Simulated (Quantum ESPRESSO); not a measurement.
## Single-point calculation of CuO (part 1 of 3)

The run: single-point calculation of CuO (P-6m2, 2 atoms in the cell). Method and program: Kohn-Sham DFT of a periodic cell, PBEsol, GBRV 1.5 PBEsol, no spin polarisation (Quantum ESPRESSO 7.5).

The structure was built on a prototype by a generator; it need not be a known phase. The volume is scaled by 0.94.

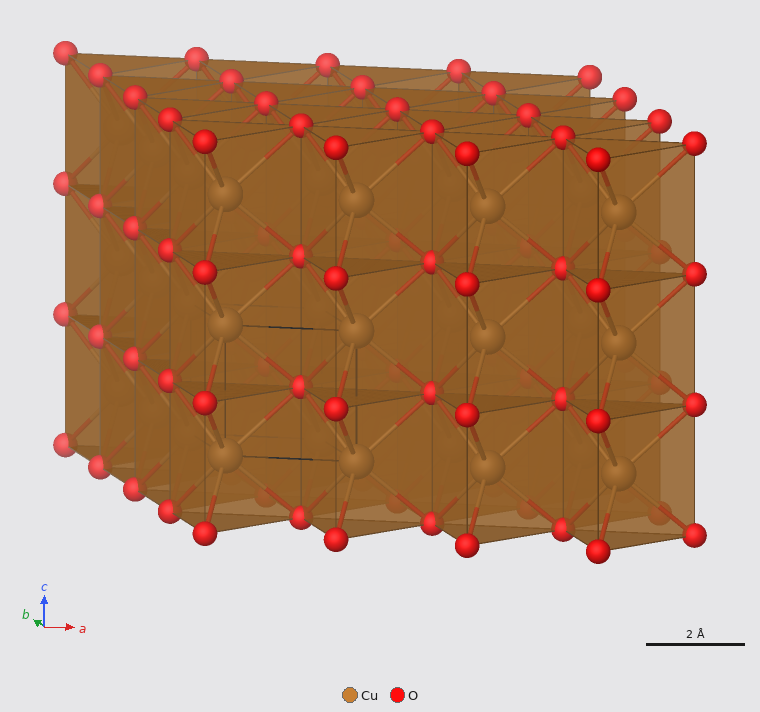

*The structure as given in the input (polyhedral view of the cell of the calculation, repeated 3 × 3 × 2, seen slightly off an axis; polyhedra are completed across the faces of the cell).*

**Summary**

- outcome: converged
- space group (tolerance 0.01 Å): P-6m2 (187)
- electrons treated: 25
- free energy: −5927.1022 eV
- Fermi energy: 13.298 eV
- gap on the k-point mesh: none (metallic)
- pressure: 2.32 GPa
- largest force (length of the vector): under 0.001 eV/Å
- hardware: 1 thread of Arm Neoverse V1, 24 GiB of memory available, shared host
- wall time: 26 s
- peak memory: 0.14 GiB

**Notes**

The run has no spin polarisation, so a magnetic state may lie lower.

**Input file**
```
&CONTROL
  calculation = 'scf'
  prefix = 'pwscf'
  outdir = './tmp'
  pseudo_dir = './pseudo'
  tprnfor = .true.
  tstress = .true.
  disk_io = 'nowf'
/
&SYSTEM
  ibrav = 0
  nat = 2
  ntyp = 2
  ecutwfc = 56
  ecutrho = 448
  nbnd = 19
  occupations = 'smearing'
  smearing = 'fd'
  degauss = 0.00367493
/
&ELECTRONS
  conv_thr = 4d-10
  electron_maxstep = 120
  mixing_beta = 0.5
/
ATOMIC_SPECIES
Cu    63.5460 cu_pbesol_v1.2.uspp.F.UPF
O     15.9990 o_pbesol_v1.2.uspp.F.UPF
CELL_PARAMETERS angstrom
   2.7784246776    0.0000000000    0.0000000000
  -1.3892123339    2.4061863546    0.0000000000
   0.0000000000    0.0000000000    2.7116048266
ATOMIC_POSITIONS crystal
Cu     0.0000000000    0.0000000000    0.0000000000
O      0.6666666667    0.3333333333    0.5000000000
K_POINTS automatic
11 11 10 0 0 0
```

Launch command:
```bash
OMP_NUM_THREADS=1 pw.x -in pw.in > pw.out
```

**Log**
```
This program is part of the open-source Quantum ESPRESSO suite
     for quantum simulation of materials; please cite
         "P. Giannozzi et al., J. Phys.:Condens. Matter 21 395502 (2009);
         "P. Giannozzi et al., J. Phys.:Condens. Matter 29 465901 (2017);
         "P. Giannozzi et al., J. Chem. Phys. 152 154105 (2020);
          URL
     in publications or presentations arising from this work. More details at

     Message from routine setup:
     using ibrav=0 with symmetry is DISCOURAGED, use correct ibrav instead

     G-vector sticks info
     --------------------
     sticks:   dense  smooth     PW     G-vecs:    dense   smooth      PW
     Sum         847     433    139                19601     6937    1219

     Using Slab Decomposition

     bravais-lattice index     =            0
     lattice parameter (alat)  =       5.2505  a.u.
     unit-cell volume          =     122.3350 (a.u.)^3
     number of atoms/cell      =            2
     number of atomic types    =            2
     number of electrons       =        25.00
     number of Kohn-Sham states=           19
     kinetic-energy cutoff     =      56.0000  Ry
     charge density cutoff     =     448.0000  Ry
     scf convergence threshold =      4.0E-10
     mixing beta               =       0.5000
     number of iterations used =            8  plain     mixing
     Exchange-correlation= SLA  PW   PSX  PSC
                           (   1   4  10   8   0   0   0)

     celldm(1)=   5.250462  celldm(2)=   0.000000  celldm(3)=   0.000000
     celldm(4)=   0.000000  celldm(5)=   0.000000  celldm(6)=   0.000000

     crystal axes: (cart. coord. in units of alat)
               a(1) = (   1.000000   0.000000   0.000000 )
               a(2) = (  -0.500000   0.866025   0.000000 )
               a(3) = (   0.000000   0.000000   0.975950 )

     reciprocal axes: (cart. coord. in units 2 pi/alat)
               b(1) = (  1.000000  0.577350 -0.000000 )
               b(2) = (  0.000000  1.154701  0.000000 )
               b(3) = (  0.000000 -0.000000  1.024642 )

     PseudoPot. # 1 for Cu read from file:
     cu_pbesol_v1.2.uspp.F.UPF
     Pseudo is Ultrasoft + core correction, Zval = 19.0
     Generated by new atomic code, or converted to UPF format
     Using radial grid of  867 points,  6 beta functions with:
                l(1) =   0
                l(2) =   0
                l(3) =   1
                l(4) =   1
                l(5) =   2
                l(6) =   2
     Q(r) pseudized with  8 coefficients,  rinner =    1.150   1.150   1.150
                                                       1.150   1.150

     PseudoPot. # 2 for O  read from file:
     o_pbesol_v1.2.uspp.F.UPF
     Pseudo is Ultrasoft + core correction, Zval =  6.0
     Generated by new atomic code, or converted to UPF format
     Using radial grid of  737 points,  5 beta functions with:
                l(1) =   0
                l(2) =   0
                l(3) =   1
                l(4) =   1
                l(5) =   2
     Q(r) pseudized with  8 coefficients,  rinner =    0.900   0.900   0.900
                                                       0.900   0.900

     atomic species   valence    mass     pseudopotential
     Cu               19.00    63.54600     Cu( 1.00)
     O                 6.00    15.99900     O ( 1.00)

     12 Sym. Ops. (no inversion) found

   Cartesian axes

     site n.     atom                  positions (alat units)
         1        Cu     tau(   1) = (   0.0000000   0.0000000   0.0000000  )
         2        O      tau(   2) = (   0.5000000   0.2886751   0.4879752  )

     number of k points=    96  Fermi-Dirac smearing, width (Ry)=  0.0037
                       cart. coord. in units 2pi/alat
        k(    1) = (   0.0000000   0.0000000   0.0000000), wk =   0.0016529
        k(    2) = (   0.0000000   0.0000000   0.1024642), wk =   0.0033058
        k(    3) = (   0.0000000   0.0000000   0.2049284), wk =   0.0033058
        k(    4) = (   0.0000000   0.0000000   0.3073927), wk =   0.0033058
        k(    5) = (   0.0000000   0.0000000   0.4098569), wk =   0.0033058
        k(    6) = (   0.0000000   0.0000000  -0.5123211), wk =   0.0016529
        k(    7) = (   0.0000000   0.1049728   0.0000000), wk =   0.0099174
        k(    8) = (   0.0000000   0.1049728   0.1024642), wk =   0.0198347
        k(    9) = (   0.0000000   0.1049728   0.2049284), wk =   0.0198347
        k(   10) = (   0.0000000   0.1049728   0.3073927), wk =   0.0198347
        k(   11) = (   0.0000000   0.1049728   0.4098569), wk =   0.0198347
        k(   12) = (   0.0000000   0.1049728  -0.5123211), wk =   0.0099174
        k(   13) = (   0.0000000   0.2099456   0.0000000), wk =   0.0099174
        k(   14) = (   0.0000000   0.2099456   0.1024642), wk =   0.0198347
        k(   15) = (   0.0000000   0.2099456   0.2049284), wk =   0.0198347
        k(   16) = (   0.0000000   0.2099456   0.3073927), wk =   0.0198347
        k(   17) = (   0.0000000   0.2099456   0.4098569), wk =   0.0198347
        k(   18) = (   0.0000000   0.2099456  -0.5123211), wk =   0.0099174
        k(   19) = (   0.0000000   0.3149183   0.0000000), wk =   0.0099174
        k(   20) = (   0.0000000   0.3149183   0.1024642), wk =   0.0198347
        k(   21) = (   0.0000000   0.3149183   0.2049284), wk =   0.0198347
        k(   22) = (   0.0000000   0.3149183   0.3073927), wk =   0.0198347
        k(   23) = (   0.0000000   0.3149183   0.4098569), wk =   0.0198347
        k(   24) = (   0.0000000   0.3149183  -0.5123211), wk =   0.0099174
        k(   25) = (   0.0000000   0.4198911   0.0000000), wk =   0.0099174
        k(   26) = (   0.0000000   0.4198911   0.1024642), wk =   0.0198347
        k(   27) = (   0.0000000   0.4198911   0.2049284), wk =   0.0198347
        k(   28) = (   0.0000000   0.4198911   0.3073927), wk =   0.0198347
        k(   29) = (   0.0000000   0.4198911   0.4098569), wk =   0.0198347
        k(   30) = (   0.0000000   0.4198911  -0.5123211), wk =   0.0099174
        k(   31) = (   0.0000000   0.5248639   0.0000000), wk =   0.0099174
        k(   32) = (   0.0000000   0.5248639   0.1024642), wk =   0.0198347
        k(   33) = (   0.0000000   0.5248639   0.2049284), wk =   0.0198347
        k(   34) = (   0.0000000   0.5248639   0.3073927), wk =   0.0198347
        k(   35) = (   0.0000000   0.5248639   0.4098569), wk =   0.0198347
        k(   36) = (   0.0000000   0.5248639  -0.5123211), wk =   0.0099174
        k(   37) = (   0.0909091   0.1574592   0.0000000), wk =   0.0099174
        k(   38) = (   0.0909091   0.1574592   0.1024642), wk =   0.0198347
        k(   39) = (   0.0909091   0.1574592   0.2049284), wk =   0.0198347
        k(   40) = (   0.0909091   0.1574592   0.3073927), wk =   0.0198347
        k(   41) = (   0.0909091   0.1574592   0.4098569), wk =   0.0198347
        k(   42) = (   0.0909091   0.1574592  -0.5123211), wk =   0.0099174
        k(   43) = (   0.0909091   0.2624319   0.0000000), wk =   0.0198347
        k(   44) = (   0.0909091   0.2624319   0.1024642), wk =   0.0396694
        k(   45) = (   0.0909091   0.2624319   0.2049284), wk =   0.0396694
        k(   46) = (   0.0909091   0.2624319   0.3073927), wk =   0.0396694
        k(   47) = (   0.0909091   0.2624319   0.4098569), wk =   0.0396694
        k(   48) = (   0.0909091   0.2624319  -0.5123211), wk =   0.0198347
        k(   49) = (   0.0909091   0.3674047   0.0000000), wk =   0.0198347
        k(   50) = (   0.0909091   0.3674047   0.1024642), wk =   0.0396694
        k(   51) = (   0.0909091   0.3674047   0.2049284), wk =   0.0396694
        k(   52) = (   0.0909091   0.3674047   0.3073927), wk =   0.0396694
        k(   53) = (   0.0909091   0.3674047   0.4098569), wk =   0.0396694
        k(   54) = (   0.0909091   0.3674047  -0.5123211), wk =   0.0198347
        k(   55) = (   0.0909091   0.4723775   0.0000000), wk =   0.0198347
        k(   56) = (   0.0909091   0.4723775   0.1024642), wk =   0.0396694
        k(   57) = (   0.0909091   0.4723775   0.2049284), wk =   0.0396694
        k(   58) = (   0.0909091   0.4723775   0.3073927), wk =   0.0396694
        k(   59) = (   0.0909091   0.4723775   0.4098569), wk =   0.0396694
        k(   60) = (   0.0909091   0.4723775  -0.5123211), wk =   0.0198347
        k(   61) = (   0.0909091   0.5773503   0.0000000), wk =   0.0099174
        k(   62) = (   0.0909091   0.5773503   0.1024642), wk =   0.0198347
        k(   63) = (   0.0909091   0.5773503   0.2049284), wk =   0.0198347
        k(   64) = (   0.0909091   0.5773503   0.3073927), wk =   0.0198347
        k(   65) = (   0.0909091   0.5773503   0.4098569), wk =   0.0198347
        k(   66) = (   0.0909091   0.5773503  -0.5123211), wk =   0.0099174
        k(   67) = (   0.1818182   0.3149183   0.0000000), wk =   0.0099174
        k(   68) = (   0.1818182   0.3149183   0.1024642), wk =   0.0198347
        k(   69) = (   0.1818182   0.3149183   0.2049284), wk =   0.0198347
        k(   70) = (   0.1818182   0.3149183   0.3073927), wk =   0.0198347
        k(   71) = (   0.1818182   0.3149183   0.4098569), wk =   0.0198347
        k(   72) = (   0.1818182   0.3149183  -0.5123211), wk =   0.0099174
        k(   73) = (   0.1818182   0.4198911   0.0000000), wk =   0.0198347
        k(   74) = (   0.1818182   0.4198911   0.1024642), wk =   0.0396694
        k(   75) = (   0.1818182   0.4198911   0.2049284), wk =   0.0396694
        k(   76) = (   0.1818182   0.4198911   0.3073927), wk =   0.0396694
        k(   77) = (   0.1818182   0.4198911   0.4098569), wk =   0.0396694
        k(   78) = (   0.1818182   0.4198911  -0.5123211), wk =   0.0198347
        k(   79) = (   0.1818182   0.5248639   0.0000000), wk =   0.0198347
        k(   80) = (   0.1818182   0.5248639   0.1024642), wk =   0.0396694
        k(   81) = (   0.1818182   0.5248639   0.2049284), wk =   0.0396694
        k(   82) = (   0.1818182   0.5248639   0.3073927), wk =   0.0396694
        k(   83) = (   0.1818182   0.5248639   0.4098569), wk =   0.0396694
        k(   84) = (   0.1818182   0.5248639  -0.5123211), wk =   0.0198347
        k(   85) = (   0.2727273   0.4723775   0.0000000), wk =   0.0099174
        k(   86) = (   0.2727273   0.4723775   0.1024642), wk =   0.0198347
        k(   87) = (   0.2727273   0.4723775   0.2049284), wk =   0.0198347
        k(   88) = (   0.2727273   0.4723775   0.3073927), wk =   0.0198347
        k(   89) = (   0.2727273   0.4723775   0.4098569), wk =   0.0198347
        k(   90) = (   0.2727273   0.4723775  -0.5123211), wk =   0.0099174
        k(   91) = (   0.2727273   0.5773503   0.0000000), wk =   0.0099174
        k(   92) = (   0.2727273   0.5773503   0.1024642), wk =   0.0198347
        k(   93) = (   0.2727273   0.5773503   0.2049284), wk =   0.0198347
        k(   94) = (   0.2727273   0.5773503   0.3073927), wk =   0.0198347
        k(   95) = (   0.2727273   0.5773503   0.4098569), wk =   0.0198347
        k(   96) = (   0.2727273   0.5773503  -0.5123211), wk =   0.0099174

     Dense  grid:    19601 G-vectors     FFT dimensions: (  36,  36,  36)

     Smooth grid:     6937 G-vectors     FFT dimensions: (  25,  25,  25)

     Check: negative core charge=   -0.000002

     Initial potential from superposition of free atoms

     starting charge      24.0000, renormalised to      25.0000
     Starting wfcs are   17 randomized atomic wfcs +    2 random wfcs

     Self-consistent Calculation

     iteration #  1     ecut=    56.00 Ry     beta= 0.50
     Davidson diagonalization with overlap
     ethr =  1.00E-02,  avg # of iterations =  5.1

     total energy              =    -434.48808019 Ry
     estimated scf accuracy    <       2.16117288 Ry

     iteration #  2     ecut=    56.00 Ry     beta= 0.50
     Davidson diagonalization with overlap
     ethr =  8.64E-03,  avg # of iterations =  2.5

     total energy              =    -435.22179402 Ry
     estimated scf accuracy    <       4.07044552 Ry

     iteration #  3     ecut=    56.00 Ry     beta= 0.50
     Davidson diagonalization with overlap
     ethr =  8.64E-03,  avg # of iterations =  2.0

     total energy              =    -435.61880459 Ry
     estimated scf accuracy    <       0.10153792 Ry

     iteration #  4     ecut=    56.00 Ry     beta= 0.50
     Davidson diagonalization with overlap
     ethr =  4.06E-04,  avg # of iterations =  2.1

     total energy              =    -435.63270289 Ry
     estimated scf accuracy    <       0.00523742 Ry

     iteration #  5     ecut=    56.00 Ry     beta= 0.50
     Davidson diagonalization with overlap
     ethr =  2.09E-05,  avg # of iterations =  3.2

     total energy              =    -435.63380335 Ry
     estimated scf accuracy    <       0.00215248 Ry

     iteration #  6     ecut=    56.00 Ry     beta= 0.50
     Davidson diagonalization with overlap
     ethr =  8.61E-06,  avg # of iterations =  1.1

     total energy              =    -435.63397457 Ry
     estimated scf accuracy    <       0.00007823 Ry

     iteration #  7     ecut=    56.00 Ry     beta= 0.50
     Davidson diagonalization with overlap
     ethr =  3.13E-07,  avg # of iterations =  2.3

     total energy              =    -435.63396902 Ry
     estimated scf accuracy    <       0.00002877 Ry

     iteration #  8     ecut=    56.00 Ry     beta= 0.50
     Davidson diagonalization with overlap
     ethr =  1.15E-07,  avg # of iterations =  2.0

     total energy              =    -435.63397383 Ry
     estimated scf accuracy    <       0.00002053 Ry

     iteration #  9     ecut=    56.00 Ry     beta= 0.50
     Davidson diagonalization with overlap
     ethr =  8.21E-08,  avg # of iterations =  1.4

     total energy              =    -435.63397805 Ry
     estimated scf accuracy    <       0.00000349 Ry

     iteration # 10     ecut=    56.00 Ry     beta= 0.50
     Davidson diagonalization with overlap
     ethr =  1.40E-08,  avg # of iterations =  1.6

     total energy              =    -435.63397855 Ry
     estimated scf accuracy    <          4.7E-09 Ry

     iteration # 11     ecut=    56.00 Ry     beta= 0.50
     Davidson diagonalization with overlap
     ethr =  1.86E-11,  avg # of iterations =  4.2

     total energy              =    -435.63397855 Ry
     estimated scf accuracy    <       0.00000004 Ry

     iteration # 12     ecut=    56.00 Ry     beta= 0.50
     Davidson diagonalization with overlap
     ethr =  1.86E-11,  avg # of iterations =  2.3

     End of self-consistent calculation

          k = 0.0000 0.0000 0.0000 (   877 PWs)   bands (ev):

   -98.5854 -56.2527 -56.0626 -56.0626  -6.4446   9.3528   9.3528   9.7614
    10.3710  11.4438  11.4438  13.1273  13.1273  14.5552  28.5234  30.2157
    30.2157  32.5013  34.8051

          k = 0.0000 0.0000 0.1025 (   877 PWs)   bands (ev):

   -98.5852 -56.2555 -56.0624 -56.0624  -6.3501   8.9829   9.4014   9.4014
    10.5934  11.3510  11.3510  13.1564  13.1564  15.1541  27.9568  30.4545
    30.4545  32.8207  35.1929

          k = 0.0000 0.0000 0.2049 (   870 PWs)   bands (ev):

   -98.5847 -56.2629 -56.0618 -56.0618  -6.0893   7.5835   9.5281   9.5281
    10.9114  11.1466  11.1466  13.1922  13.1922  16.4013  26.4809  31.1624
    31.1624  33.9848  35.9635

          k = 0.0000 0.0000 0.3074 (   858 PWs)   bands (ev):

   -98.5841 -56.2721 -56.0611 -56.0611  -5.7346   6.2229   9.6762   9.6762
    10.9629  10.9629  11.2696  13.1719  13.1719  17.8018  24.6107  32.3079
    32.3079  35.5515  37.0274

          k = 0.0000 0.0000 0.4099 (   864 PWs)   bands (ev):

   -98.5836 -56.2795 -56.0605 -56.0605  -5.4142   5.2428   9.7741   9.7741
    10.8798  10.8798  11.5667  13.1084  13.1084  19.2777  22.7050  33.7997
    33.7997  36.3926  36.4214

          k = 0.0000 0.0000-0.5123 (   876 PWs)   bands (ev):

   -98.5834 -56.2823 -56.0602 -56.0602  -5.2819   4.8826   9.8016   9.8016
    10.8684  10.8684  11.6833  13.0726  13.0726  20.6995  21.1126  34.9883
    34.9883  36.0232  36.0232

          k = 0.0000 0.1050 0.0000 (   873 PWs)   bands (ev):

   -98.5852 -56.2524 -56.0651 -56.0632  -6.3476   9.0184   9.4030   9.8313
    10.1100  11.4334  11.7637  12.6959  13.0376  15.2261  28.6228  28.9326
    30.3641  32.3291  36.1931

          k = 0.0000 0.1050 0.1025 (   868 PWs)   bands (ev):

   -98.5850 -56.2552 -56.0649 -56.0630  -6.2555   8.9691   9.1088   9.4412
    10.4429  11.3398  11.6169  12.8013  13.0865  15.7369  28.0574  29.1109
    30.5679  32.6488  36.5427

          k = 0.0000 0.1050 0.2049 (   862 PWs)   bands (ev):

   -98.5845 -56.2626 -56.0643 -56.0624  -6.0016   7.6440   9.2562   9.5351
    10.7143  11.1446  11.4029  12.9211  13.1683  16.8628  26.5698  29.6892
    31.1599  33.6770  37.1275

          k = 0.0000 0.1050 0.3074 (   868 PWs)   bands (ev):

   -98.5839 -56.2718 -56.0635 -56.0617  -5.6574   6.3294   9.4590   9.6295
    10.8263  10.9886  11.4133  12.9378  13.2014  18.1603  24.7259  30.6061
    32.0595  34.7516  37.0681

          k = 0.0000 0.1050 0.4099 (   873 PWs)   bands (ev):

   -98.5834 -56.2791 -56.0629 -56.0611  -5.3475   5.3781   9.6075   9.6753
    10.8046  10.9350  11.6209  12.8764  13.1827  19.5205  22.8988  31.7964
    33.0268  34.4325  36.4403

          k = 0.0000 0.1050-0.5123 (   870 PWs)   bands (ev):

   -98.5832 -56.2820 -56.0627 -56.0609  -5.2199   5.0283   9.6562   9.6830
    10.7991  10.9339  11.7265  12.8335  13.1653  20.6430  21.5946  32.9413
    33.4215  33.4933  36.3292

          k = 0.0000 0.2099 0.0000 (   859 PWs)   bands (ev):

   -98.5846 -56.2516 -56.0719 -56.0650  -6.0761   8.1883   9.5434   9.6916
     9.9802  11.4057  12.1856  12.3404  12.7992  16.3591  26.8761  28.9044
    30.6976  31.9265  37.1998

          k = 0.0000 0.2099 0.1025 (   859 PWs)   bands (ev):

   -98.5844 -56.2544 -56.0716 -56.0647  -5.9909   8.2457   9.0311   9.5457
    10.2758  11.3196  11.9962  12.4229  12.8981  16.8112  26.9394  28.4142
    30.7931  32.0178  37.6755

          k = 0.0000 0.2099 0.2049 (   866 PWs)   bands (ev):

   -98.5839 -56.2618 -56.0710 -56.0641  -5.7571   7.7517   8.5958   9.5352
    10.5208  11.1720  11.6950  12.5483  13.0943  17.7943  26.5109  27.7818
    31.0371  32.5383  37.8850

          k = 0.0000 0.2099 0.3074 (   868 PWs)   bands (ev):

   -98.5833 -56.2709 -56.0702 -56.0634  -5.4425   6.6092   8.8561   9.4877
    10.6539  11.0973  11.5879  12.5764  13.2613  18.8719  24.9662  28.2791
    31.3074  32.8214  37.3677
```
